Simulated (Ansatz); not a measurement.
**What a change does: single-point calculation on TiAl$_{3}$**

System: TiAl$_{3}$ (P4/mmm, 4 atoms in the cell).
Method of run A: Kohn-Sham DFT of a periodic cell, PBEsol, Ansatz PAW, no spin polarisation (Ansatz 0.2.0).

The structure derives from a Materials Project entry. Text and figures count atoms from 1; the logs count them from 0 in places.

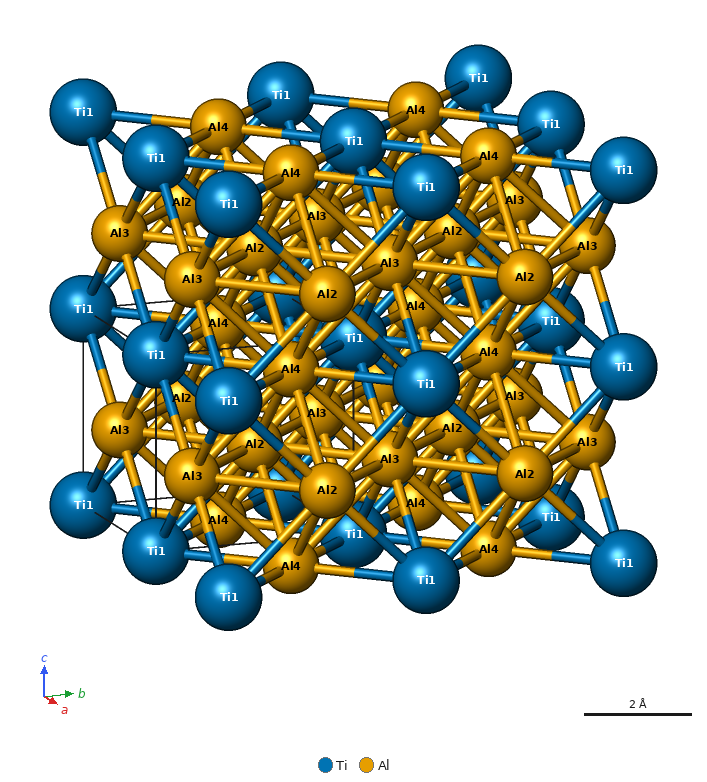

Figure 1. The structure (ball-and-stick view of the cell of the calculation, repeated 2 × 2 × 2, seen slightly off an axis; atoms are numbered from 1 in the order of the input). An atom can appear more than once, as a periodic image. Near neighbours in the periodic cell (some may lie outside the picture): Ti has 12 Al at 2.74 to 2.80 Å; Al has 8 Al at 2.74 to 2.80 Å and 4 Ti at 2.74 to 2.80 Å.

### Input file, run A
```yaml
crystal:
  lattice:
    - [3.95567125, 0.0, 0.0]
    - [0.0, 3.95567125, 0.0]
    - [0.0, 0.0, 3.7974444]
  atoms:
    - { symbol: Ti, position: [0.0, 0.0, 0.0] }
    - { symbol: Al, position: [0.0, 0.5, 0.5] }
    - { symbol: Al, position: [0.5, 0.0, 0.5] }
    - { symbol: Al, position: [0.5, 0.5, 0.0] }
hamiltonian:
  xc: pbesol
  pseudopotentials: { kind: paw }
kpoints:
  mp_grid: { grid: [6, 6, 6] }
scf:
  occupations: { method: fermi_dirac, width: 0.05 }
output:
  forces: true
  stress: true
  eigenvalues: true
```

Launched with:
```bash
ansatz run input.yaml --threads 2 --pin off --max-ram 5632MiB --backend cpu --events-out ev --progress --plain --runs-dir out
```

Hardware: 2 threads of Intel Xeon (Granite Rapids), 16 GiB of memory available, shared host.

### Output, shortened to warnings, some set-up lines, iterations and results (run A)
```
Basis set: ecut = 420 eV, 1157 PW (Γ), exchange–correlation on 54×54×54 points (8 copies of the dense FFT grid, shifted against one another)
Symmetry: 16 space group operations
k-points: 40 of 216
Initial density: superposition of atomic densities (neutral atoms: chi_scale 0, normalization atom), corrected by the library's trained network
[...]
SCF iter   1: F=—  HF=-4049.019091 eV  |F-HF|=—  |Δ(HF+E_count)|=         —  Δρ=3.78e-3  dr2=7.37e-3  ethr=1.77e-3  ⟨swp⟩=5.7  Hψ=3463  notcnv=0
SCF iter   2: F=—  HF=-4049.017019 eV  |F-HF|=—  |Δ(HF+E_count)|=   2.07e-3  Δρ=1.88e-3  dr2=2.25e-3  ethr=3.51e-5  ⟨swp⟩=2.2  Hψ=1146  notcnv=0
SCF iter   3: F=—  HF=-4049.016368 eV  |F-HF|=—  |Δ(HF+E_count)|=   6.52e-4  Δρ=2.71e-4  dr2=5.33e-5  ethr=1.07e-5  ⟨swp⟩=2.6  Hψ=1020  notcnv=0
SCF iter   4: F=—  HF=-4049.016399 eV  |F-HF|=—  |Δ(HF+E_count)|=   3.14e-5  Δρ=3.13e-5  dr2=4.51e-7  ethr=2.54e-7  ⟨swp⟩=2.6  Hψ=898  notcnv=0
SCF iter   5: F=-4049.016399 eV  HF=-4049.016399 eV  |F-HF|=4.34e-9  |Δ(HF+E_count)|=   3.88e-8  Δρ=4.50e-6  dr2=1.25e-8  ethr=2.15e-9  ⟨swp⟩=1.7  Hψ=746  notcnv=0
SCF iter   6: F=-4049.016399 eV  HF=-4049.016399 eV  |F-HF|=1.81e-10  |Δ(HF+E_count)|=   2.65e-9  Δρ=6.69e-7  dr2=3.42e-10  ethr=5.94e-11  ⟨swp⟩=1.9  Hψ=1769  notcnv=0
SCF 1 converged in 6 iterations: F = -4049.016399 eV  dr2 = 3.42e-10
SCF converged after 6 iterations
Free energy (F): -4049.016399 eV
Harris-Foulkes:  -4049.016399 eV  (|F-HF|=1.81e-10)
Internal energy: -4049.002678 eV  (E = F + TS)
E sigma→0 (E₀):  -4049.009539 eV
Entropy (-TS):   -0.013721 eV (-3.430 meV/atom)
Fermi energy:    10.823707 eV
--- Per-component energies (eV) ---
  E_band       = -136.667996
  E_kinetic    = 348.819923
  E_local      = -1166.429695  (includes V_loc(G=0)·N_el)
  E_nonlocal   = 42.636771
  E_hartree    = 517.550968
  E_xc         = -218.091589
  E_vxc        = -213.104311  (∫ρ·V_xc dr)
  E_paw        = -2388.562796  (= ΣΔE_a)
  E_vpaw       = -183.693054  (= ΣTr[D̂ρ^β])
  E_aug_tail   = 0.000106  (compensation charges beyond the density's cutoff)
  E_ewald      = -1185.123168
  E_core_change = 0.196801  (= ΣΔE_core)
  E_smearing   = -0.013721  (= −TS)
  E_closure    = -0.000000  (closes the sum)
  Σ components = -4049.016399   (vs F -4049.016399, Δ=0.00e0)
--- Forces (eV/Å), atoms counted from 1 ---
  atom   1  Ti     0.00000000     0.00000000     0.00000000
  atom   2  Al     0.00000000     0.00000000     0.00000000
  atom   3  Al    -0.00000000     0.00000000     0.00000000
  atom   4  Al    -0.00000000    -0.00000000     0.00000000
  max |Σ_I F_I| component: 2.47e-31 eV/Å
--- Stress (GPa, compression-positive) ---
        2.261845       0.000000       0.000000
        0.000000       2.261845       0.000000
        0.000000       0.000000       8.689760
  P = ⅓ Tr σ = 4.4045 GPa (44.045 kbar)
```

Run B used a changed input.

### The two runs side by side

| quantity | run A | run B |
| --- | --- | --- |
| outcome | converged | converged |
| free energy per atom (eV) | −1012.2541 | −1012.2643 |
| energy per atom, smearing taken to zero (eV) | −1012.2524 | −1012.2627 |
| gap on the mesh (eV) | 0.00 | 0.00 |
| pressure (GPa) | 4.40 | −2.61 |
| volume per atom (Å³) | 14.85 | 15.78 |
| largest force (eV/Å) | 0.000 | 0.000 |
| SCF iterations | 6 | 6 |
| irreducible k-points | 40 | 40 |
| plane waves at Γ | 1157 | 1229 |
| wall time (shared host) | 0.64 s | 0.7 s |

What was changed in the input?

The change (lines with − go, lines with + come):
```diff
-    - [0.0, 0.0, 3.7974444]
+    - [0.0, 0.0, 4.034784675]
```

With the same functional and potentials, run B lies 10.2 meV per atom lower. The pressure goes from 4.40 to −2.61 GPa. The volume per atom goes from 14.85 to 15.78 Å³. The number of SCF iterations is the same. The plane waves at Γ go from 1157 to 1229.

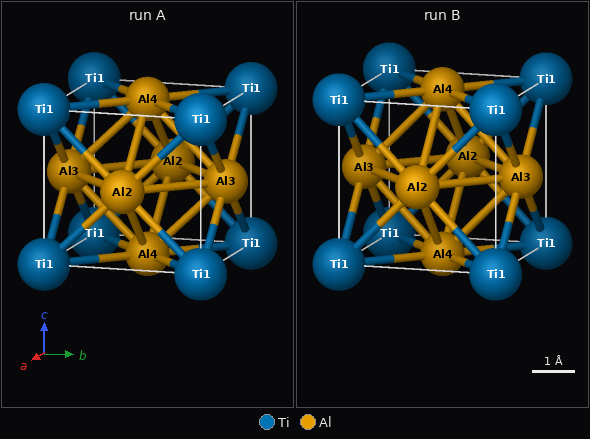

Figure 2. The two input geometries at one scale (ball-and-stick view of the cell of the calculation, seen slightly off an axis). No atom moves by more than 0.005 Å relative to the cell. The volume changes by +6.2 %, with a = b stay at 3.956 Å, c 3.797 → 4.035 Å (+6.2 %). Among the contacts that change: Al2–Al4 2.742 → 2.825 Å, Ti1–Al2 2.742 → 2.825 Å.

### Output, shortened to warnings, some set-up lines, iterations and results (run B)
```
Basis set: ecut = 420 eV, 1229 PW (Γ), exchange–correlation on 54×54×54 points (8 copies of the dense FFT grid, shifted against one another)
Symmetry: 16 space group operations
k-points: 40 of 216
Initial density: superposition of atomic densities (neutral atoms: chi_scale 0, normalization atom), corrected by the library's trained network
[...]
SCF iter   1: F=—  HF=-4049.059383 eV  |F-HF|=—  |Δ(HF+E_count)|=         —  Δρ=3.46e-3  dr2=6.78e-3  ethr=1.77e-3  ⟨swp⟩=5.6  Hψ=3440  notcnv=0
SCF iter   2: F=—  HF=-4049.057622 eV  |F-HF|=—  |Δ(HF+E_count)|=   1.76e-3  Δρ=1.80e-3  dr2=2.45e-3  ethr=3.23e-5  ⟨swp⟩=2.1  Hψ=1089  notcnv=0
SCF iter   3: F=—  HF=-4049.056952 eV  |F-HF|=—  |Δ(HF+E_count)|=   6.70e-4  Δρ=3.11e-4  dr2=1.07e-4  ethr=1.17e-5  ⟨swp⟩=2.6  Hψ=1027  notcnv=0
SCF iter   4: F=—  HF=-4049.056924 eV  |F-HF|=—  |Δ(HF+E_count)|=   2.78e-5  Δρ=3.66e-5  dr2=6.79e-7  ethr=5.07e-7  ⟨swp⟩=2.3  Hψ=861  notcnv=0
SCF iter   5: F=—  HF=-4049.057036 eV  |F-HF|=—  |Δ(HF+E_count)|=   1.12e-4  Δρ=8.57e-6  dr2=5.47e-8  ethr=4.76e-10  ⟨swp⟩=2.9  Hψ=2223  notcnv=0
SCF iter   6: F=-4049.057036 eV  HF=-4049.057036 eV  |F-HF|=1.71e-10  |Δ(HF+E_count)|=   1.73e-8  Δρ=1.13e-6  dr2=5.12e-10  ethr=2.60e-10  ⟨swp⟩=2.0  Hψ=1849  notcnv=0
SCF 1 converged in 6 iterations: F = -4049.057036 eV  dr2 = 5.12e-10
SCF converged after 6 iterations
Free energy (F): -4049.057036 eV
Harris-Foulkes:  -4049.057036 eV  (|F-HF|=1.71e-10)
Internal energy: -4049.044291 eV  (E = F + TS)
E sigma→0 (E₀):  -4049.050663 eV
Entropy (-TS):   -0.012745 eV (-3.186 meV/atom)
Fermi energy:    10.081055 eV
--- Per-component energies (eV) ---
  E_band       = -151.604304
  E_kinetic    = 344.221983
  E_local      = -1195.099940  (includes V_loc(G=0)·N_el)
  E_nonlocal   = 41.820206
  E_hartree    = 525.528560
  E_xc         = -216.222721
  E_vxc        = -210.701897  (∫ρ·V_xc dr)
  E_paw        = -2387.886749  (= ΣΔE_a)
  E_vpaw       = -182.901360  (= ΣTr[D̂ρ^β])
  E_aug_tail   = 0.000109  (compensation charges beyond the density's cutoff)
  E_ewald      = -1161.602542
  E_core_change = 0.196801  (= ΣΔE_core)
  E_smearing   = -0.012745  (= −TS)
  E_closure    = 0.000000  (closes the sum)
  Σ components = -4049.057036   (vs F -4049.057036, Δ=0.00e0)
--- Forces (eV/Å), atoms counted from 1 ---
  atom   1  Ti     0.00000000    -0.00000000    -0.00000000
  atom   2  Al     0.00000000    -0.00000000     0.00000000
  atom   3  Al     0.00000000    -0.00000000    -0.00000000
  atom   4  Al    -0.00000000     0.00000000    -0.00000000
  max |Σ_I F_I| component: 2.05e-30 eV/Å
--- Stress (GPa, compression-positive) ---
       -1.716499       0.000000       0.000000
        0.000000      -1.716499       0.000000
        0.000000       0.000000      -4.395015
  P = ⅓ Tr σ = -2.6093 GPa (-26.093 kbar)
```
